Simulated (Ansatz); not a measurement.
**SiC: single-point calculation**

System: SiC (2 atoms in the cell).
Method: DFT HSE06, scalar-relativistic, plane waves, PAW, no spin polarisation (Ansatz 0.2.0).

It belongs to a series of runs on one base structure; here: volume × 1.000 of the coarse rest volume. Figures and captions count atoms from 1; the log counts them from 0 in places.

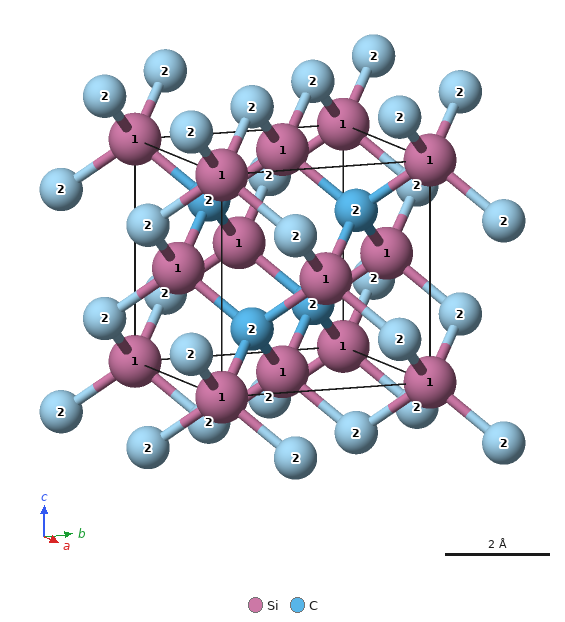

**Figure 1.** The structure as given in the input (ball-and-stick view of the cell 4 times as large as that of the calculation, set on its symmetry axes, seen slightly off an axis; neighbours outside the cell are drawn fainter; atoms are numbered from 1 in the order of the input). An atom can appear more than once, as a periodic image.

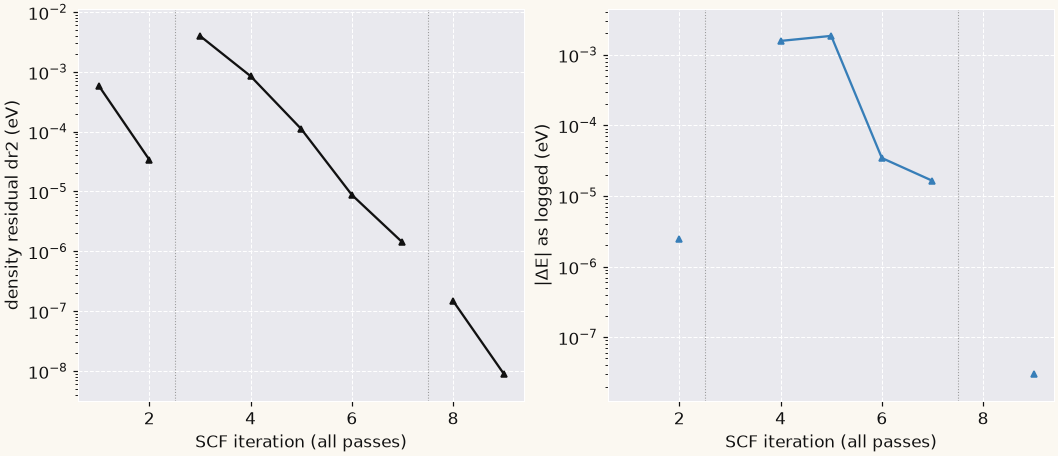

**Figure 2.** Convergence of the self-consistent field: density residual dr2 and size of the energy change against the SCF iteration. The run starts with a semilocal functional; after that each stretch between dotted lines is one SCF of the hybrid functional between two exact rebuilds of the exchange operator by the outer loop. Early passes are stopped at a loose threshold. The passes take 2, 5 and 2 iterations.

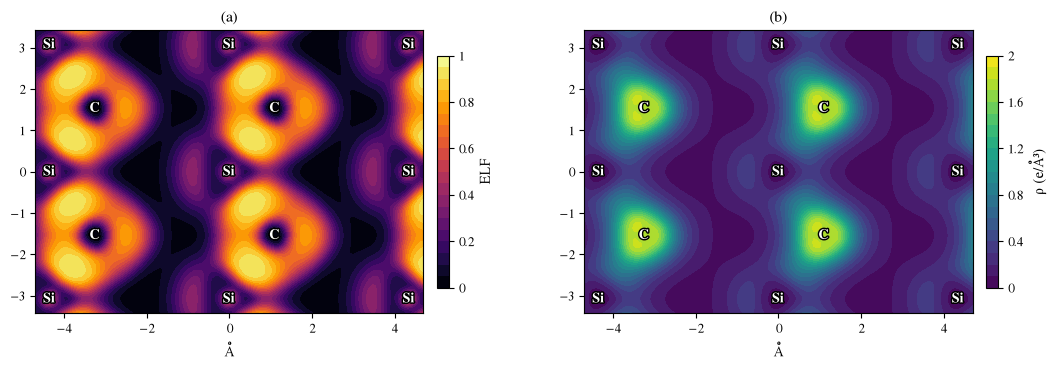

**Figure 3.** (a) ELF; (b) valence charge density (pseudo) on the (110) plane of the conventional cell. The section cuts through Si and C sites. Si–C (1.88 Å): ρ at the midpoint is about 0.9 e/Å³; the ELF peaks at about 0.95 between the atoms, which marks localised, shared-pair bonding. Away from the nuclei the density in this plane falls to 0.05 e/Å³ at its lowest. In a PAW calculation such maps are meaningful between the atoms, not at the nuclei.

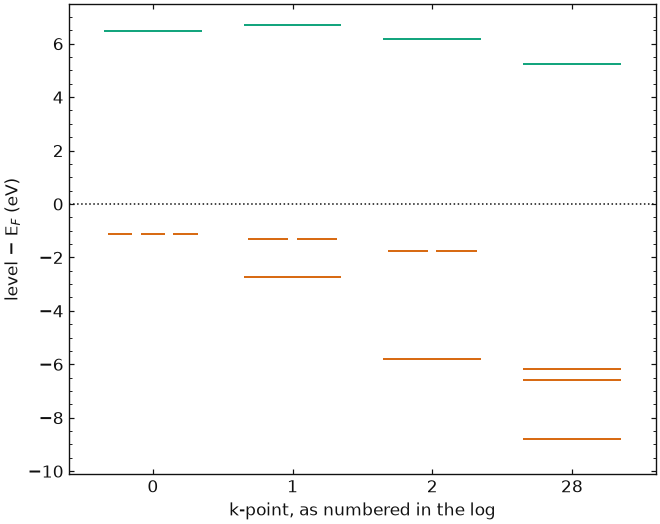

**Figure 4.** Kohn–Sham levels near the Fermi level (dotted) at the few k-points that the log prints; levels within 0.02 eV of each other stand side by side. Among these points the highest filled and lowest empty levels are 6.34 eV apart; the gap on the full mesh, 2.22 eV, has an edge at a point that isn't printed.

These pictures come from the run below.

### Input file
```yaml
crystal:
  lattice:
    - [0.0, 2.1742, 2.1742]
    - [2.1742, 0.0, 2.1742]
    - [2.1742, 2.1742, 0.0]
  atoms:
    - { symbol: Si, position: [0.0, 0.0, 0.0] }
    - { symbol: C, position: [0.25, 0.25, 0.25] }
basis:
  ecutwfc: 420
kpoints:
  mp_grid: { grid: [8, 8, 8] }
hamiltonian:
  xc: hse06
scf:
  occupations: { method: gaussian, width: 0.02 }
output:
  forces: true
  stress: true
  eigenvalues: true
  write_density: true
  write_potential: true
  elf: true
  volumetric_format: npy
```

Launch command:
```bash
ansatz run input.yaml --threads 4 --pin off --max-ram 12288MiB --backend cpu --events-out ev --progress --plain --runs-dir out
```

### The program's output
```
Warning: output.stress: scf.convergence.dr2_threshold = 1e-7 eV (the SCF's general default) is looser than the 2e-10 eV advised for a printed stress (1e-10 eV for each atom of the cell: 2). What an SCF threshold leaves in a stress goes as its square root, and in the free energy as the threshold itself, and one threshold admits the most on a small cell: of the crystals measured, under no hybrid functional and no lock of the moments, on runs that ended without the residual-converged pass, on stresses that held no estimate of that error, the worst erred by over 100 MPa in a component at 1e-7 eV an atom and by under 5 at 1e-10. Set scf.convergence.dr2_threshold to 2e-10 eV or tighter. The threshold is an SCF's pass mark: one that does not reach it within its budget of iterations ends unconverged, or closes short of it on a stop that the run arms, and scf.convergence.dr2_threshold's page says what that costs each kind of run
Warning: output.stress: scf.exx.energy_threshold = 1e-6 eV is looser than the 2e-8 eV advised for a stress under a hybrid functional (1e-8 eV for each atom of the cell: 2). Every SCF of the exchange loop can meet its threshold on dr2 while the loop round them stops early: no threshold on dr2 bounds what that leaves in the stress. Set scf.exx.energy_threshold to 2e-8 eV or tighter. The threshold is the loop's pass mark: a loop that does not reach it within its budget of cycles ends unconverged, and scf.exx.energy_threshold's page has the law
Engine: ansatz 0.2.0, aarch64-unknown-linux-gnu
Pseudopotentials: kind: paw
Pseudopotential: Si, paw, valence charge 4, recommended cutoff 420 eV (normal), Si.paw.azcp
Pseudopotential: C, paw, valence charge 4, recommended cutoff 420 eV (normal), C.paw.azcp
Functional definition: HSE06
  parameter a = 0.25
  parameter omega = 0.11/bohr
  exchange = pbe_x - a*pbe_x_sr(omega) + a*exact_x_sr(omega)
  correlation = pbe_c
Crystal: 2 atoms, lattice volume = 20.556 Å³
Basis set: ecut = 420 eV, 411 PW (Γ), exchange–correlation on 48×48×48 points (8 copies of the dense FFT grid, shifted against one another)
Bands: 8, of which v1, the nominal top of the filled ones, is band 4 counted from 1 (3 counted from 0)
Symmetry: 24 space group operations
Space group: F-43m (ITA 216), of the structure as read, at distance tolerance 2.7e-5 Å
k-points: 29 of 512 (time reversal used)
Non-local potential: Si, projectors of the file, l = 0: 2, l = 1: 2, l = 2: 2
Non-local potential: C, projectors of the file, l = 0: 2, l = 1: 2, l = 2: 1
PAW form: soft (Blöchl's): semilocal exchange-correlation on the pseudo side does not see the compensation charge
PAW frozen core: Si, regenerated for the run's functional, and the local potential with it (the file was generated under x = pbe(κ = 0.804, μ = 0.2195149727645171), c = pbe(β = 0.06672455060314922))
PAW frozen core: C, regenerated for the run's functional, and the local potential with it (the file was generated under x = pbe(κ = 0.804, μ = 0.2195149727645171), c = pbe(β = 0.06672455060314922))
PAW one-centre angular grid: Si, 110 points (default); XC on 64 Gauss nodes
PAW one-centre angular grid: C, 110 points (default); XC on 64 Gauss nodes
Initial density: superposition of atomic densities (neutral atoms: chi_scale 0, normalization atom), corrected by the library's trained network
Initial wavefunctions: pseudopotential atomic-orbital guess
Functional: x = pbe(κ = 0.804, μ = 0.2195149727645171), c = pbe(β = 0.06672455060314922), warm-up for x = pbe(κ = 0.804, μ = 0.2195149727645171) + 0.25 (exact − pbe) at short range (hse, ω = 0.20786987370883472 Å⁻¹), c = pbe(β = 0.06672455060314922); HSE06 as pw.x's `hse` composes it (authors' and Libxc's form: `xc: wpbeh`)
SCF iter   1: F=—  HF=-887.148209 eV  |F-HF|=—  |Δ(HF+E_count)|=         —  Δρ=1.79e-3  dr2=5.89e-4  ethr=1.77e-3  ⟨swp⟩=6.4  Hψ=1112  notcnv=0
preconditioner: auto → none  [insulator: Δε(μ)=1.330 eV  Ē_g=14.105 eV  σ=0.020 eV  W_gap=1.00  n_scr=0 (ndim 8)  ℏωp=23.2 eV  f_vac=0.000  D(μ)=0.00/eV (n_scr^D=0)]
iter 2 solved again at ethr=4.13e-7 eV; its pass at ethr=7.37e-6 eV (dr2=3.30e-5 eV) is discarded
SCF iter   2: F=-887.148248 eV  HF=-887.148212 eV  |F-HF|=3.66e-5  |Δ(HF+E_count)|=   2.50e-6  Δρ=6.32e-4  dr2=3.40e-5  ethr=4.13e-7  ⟨swp⟩=2.0  Hψ=991  notcnv=0  defer=1
SCF 1 stopped early in 2 iterations: F = -887.148248 eV  dr2 = 3.40e-5
  greatest PAW one-centre occupation: 0.646 electrons in one spin orbital (limit 2), on the C atom at site 1 (counted from 0), in its partial waves of l = 0
Initial density: handed on by an earlier stage of this run
Initial wavefunctions: those handed on with the density
Functional: x = pbe(κ = 0.804, μ = 0.2195149727645171) + 0.25 (exact − pbe) at short range (hse, ω = 0.20786987370883472 Å⁻¹), c = pbe(β = 0.06672455060314922); HSE06 as pw.x's `hse` composes it (authors' and Libxc's form: `xc: wpbeh`)
Exchange kernel: α = 0.2500, screened, ω = 0.2079 Å⁻¹, Wigner–Seitz truncation, v(0) = 1046.7257 eV·Å³, q-mesh 8×8×8, nearest image of the exchange supercell L = 24.60 Å, pair-density grid 12×12×12, without the augmentation charges, whose exchange is taken in its separable form by FFT convolution over the k-point mesh (sized by the pseudopotential files, 18×18×18 at the most), smooth part of the exact exchange by density-matrix convolution
Frozen-core exchange: fock
SCF iter   1: F=—  HF=-887.791199 eV  |F-HF|=—  |Δ(HF+E_count)|=         —  Δρ=5.47e-3  dr2=3.99e-3  ethr=4.25e-6  ⟨swp⟩=6.2  Hψ=1133  notcnv=0
preconditioner: auto → none  [insulator: Δε(μ)=2.194 eV  Ē_g=16.058 eV  σ=0.020 eV  W_gap=1.00  n_scr=0 (ndim 8)  ℏωp=23.2 eV  f_vac=0.000  D(μ)=0.00/eV (n_scr^D=0)]
SCF iter   2: F=—  HF=-887.789626 eV  |F-HF|=—  |Δ(HF+E_count)|=   1.57e-3  Δρ=2.57e-3  dr2=8.48e-4  ethr=4.25e-6  ⟨swp⟩=3.0  Hψ=580  notcnv=0
SCF iter   3: F=—  HF=-887.791474 eV  |F-HF|=—  |Δ(HF+E_count)|=   1.85e-3  Δρ=7.18e-4  dr2=1.11e-4  ethr=4.25e-6  ⟨swp⟩=3.1  Hψ=522  notcnv=0  defer=1
SCF iter   4: F=—  HF=-887.791439 eV  |F-HF|=—  |Δ(HF+E_count)|=   3.45e-5  Δρ=1.80e-4  dr2=8.78e-6  ethr=1.29e-6  ⟨swp⟩=3.0  Hψ=411  notcnv=0
SCF iter   5: F=-887.791455 eV  HF=-887.791456 eV  |F-HF|=5.86e-7  |Δ(HF+E_count)|=   1.64e-5  Δρ=9.35e-5  dr2=1.41e-6  ethr=8.19e-8  ⟨swp⟩=3.0  Hψ=434  notcnv=0
SCF 2 stopped early in 5 iterations: F = -887.791455 eV  dr2 = 1.41e-6
  greatest PAW one-centre occupation: 0.647 electrons in one spin orbital (limit 2), on the C atom at site 1 (counted from 0), in its partial waves of l = 0
hybrid outer 1: dexx = +2.419e-3 eV, tail = 5.04e-6 eV
Exchange kernel: α = 0.2500, screened, ω = 0.2079 Å⁻¹, Wigner–Seitz truncation, v(0) = 1046.7257 eV·Å³, q-mesh 8×8×8, nearest image of the exchange supercell L = 24.60 Å, pair-density grid 12×12×12, without the augmentation charges, whose exchange is taken in its separable form by FFT convolution over the k-point mesh (sized by the pseudopotential files, 18×18×18 at the most), smooth part of the exact exchange by density-matrix convolution
Frozen-core exchange: fock
SCF iter   1: F=—  HF=-887.791446 eV  |F-HF|=—  |Δ(HF+E_count)|=         —  Δρ=3.02e-5  dr2=1.48e-7  ethr=3.15e-7  ⟨swp⟩=4.6  Hψ=640  notcnv=0
preconditioner: auto → none  [insulator: Δε(μ)=2.224 eV  Ē_g=16.061 eV  σ=0.020 eV  W_gap=1.00  n_scr=0 (ndim 8)  ℏωp=23.2 eV  f_vac=0.000  D(μ)=0.00/eV (n_scr^D=0)]
SCF iter   2: F=-887.791446 eV  HF=-887.791446 eV  |F-HF|=5.04e-10  |Δ(HF+E_count)|=   3.04e-8  Δρ=7.56e-6  dr2=8.99e-9  ethr=1.80e-9  ⟨swp⟩=3.0  Hψ=417  notcnv=0
SCF 3 converged in 2 iterations: F = -887.791446 eV  dr2 = 8.99e-9
  Residual-converged pass: ⟨swp⟩=3.2  Hψ=468  notcnv=0  max |occ|·‖R‖ = 2.4e-6 eV (tolerance 2.4e-6 eV)  dr2=8.88e-9  dr2_onsite=2.33e-10  max |Δocc| = 0.0e0
hybrid outer 2: dexx = +3.148e-8 eV, tail = 1.90e-8 eV, Δε = 1.31e-3 eV (about 1.20e-4 eV left of the loop's levels)
hybrid SCF converged: 2 outer / 7 inner (+2 warm-up), last move |dexx| = 3.15e-8 eV, tail = 1.90e-8 eV
Stability not checked: this state was not tested for a lower state beside it, because the functional holds exact exchange (a hybrid, or Hartree-Fock), whose exchange loop this test does not read (fock_operator; see scf.lower_state_search)
Free energy (F): -887.791446 eV
Frozen-core exchange: fock
Harris-Foulkes:  -887.791446 eV  (|F-HF|=5.04e-10)
Internal energy: -887.791446 eV  (E = F + TS)
E sigma→0 (E₀):  -887.791446 eV
Fermi energy:    10.065431 eV
--- Per-component energies (eV) ---
  E_band       = 19.637369
  E_kinetic    = 136.059075
  E_local      = -102.897210  (includes V_loc(G=0)·N_el)
  E_nonlocal   = 50.656108
  E_hartree    = 32.070908
  E_xc         = -85.812759
  E_vxc        = -88.468452  (∫ρ·V_xc dr)
  E_exx        = -15.230786  (= α·E_x^exact, valence–valence)
  E_paw        = -617.147960  (= ΣΔE_a)
  E_vpaw       = -9.391760  (= ΣTr[D̂ρ^β])
  E_aug_tail   = 0.000014  (compensation charges beyond the density's cutoff)
  E_ewald      = -285.412500
  E_core_change = -0.076335  (= ΣΔE_core)
  E_smearing   = -0.000000  (= −TS)
  E_closure    = -0.000002  (closes the sum)
  Σ components = -887.791446   (vs F -887.791446, Δ=0.00e0)
--- Forces (eV/Å), atoms counted from 1 ---
  atom   1  Si     0.00000000    -0.00000000     0.00000000
  atom   2  C     -0.00000000     0.00000000     0.00000000
  max |Σ_I F_I| component: 1.11e-16 eV/Å
--- Stress (GPa, compression-positive) ---
        0.102528       0.000000      -0.000000
       -0.000000       0.102528       0.000000
       -0.000000       0.000000       0.102528
  P = ⅓ Tr σ = 0.1025 GPa (1.025 kbar)
--- Band table (eV; the first three rows and the last of 29) ---
  k-point 0: bands = ["-8.0752", "8.9536", "8.9536", "8.9536", "16.5499", "17.6027", "17.6027", "17.6027"]
  k-point 1: bands = ["-7.7426", "7.3450", "8.7364", "8.7364", "16.7564", "17.9879", "17.9879", "18.2187"]
  k-point 2: bands = ["-6.7704", "4.2445", "8.2932", "8.2932", "16.2286", "18.2398", "18.2398", "19.8812"]
  k-point 28: bands = ["-2.3919", "1.2757", "3.4800", "3.8780", "15.2928", "19.9156", "20.0271", "20.0580"]
```

### Results in brief

- outcome: converged
- space group (tolerance 0.01 Å): F-43m (216)
- electrons treated: 8
- free energy: −887.7914 eV
- Fermi energy: 10.065 eV
- gap on the k-point mesh: 2.22 eV
- pressure: 0.10 GPa
- largest force (length of the vector): under 0.001 eV/Å
- hardware: 4 threads of Arm Neoverse V1, 24 GiB of memory available, shared host
- wall time: 6.6 s (CPU time 22 s)
- peak memory: 0.96 GiB

### Notes

The program warns: the exchange loop's threshold is looser than advised for the stress; the SCF threshold is looser than advised for the printed stress.
